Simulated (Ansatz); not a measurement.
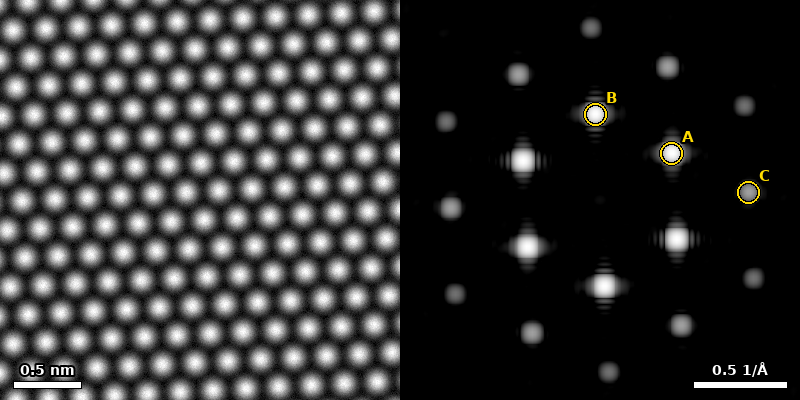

HAADF-like image of NiGe (Fd-3m, No. 227) along [111]. The image is simulated as a sum over atoms of Z^1.7, blurred by a 1.15 Å probe (no channelling). The display is stretched by a gamma of 0.65; percentages refer to the linear signal. Shot noise was added. Structure used: the end point of a relaxation with DFT PBE, scalar-relativistic, plane waves, PAW (Ansatz); the starting structure was generated, so it need not be a known form of this composition.

The right panel is the modulus of the image's Fourier transform on a logarithmic scale.

a = 6.039 Å, b = 6.039 Å, c = 6.039 Å, α = 90.00°, β = 90.00°, γ = 90.00°

### Index the marked spots and give their plane spacings (the zone axis points at the viewer; indices equivalent by symmetry, or all signs reversed, are as good).

A: (-2 0 2), d = 2.13 Å; B: (0 -2 2), d = 2.13 Å; C: (-4 2 2), d = 1.23 Å. A and B enclose 60°, and every spot obeys the zone law hu + kv + lw = 0 for [111].
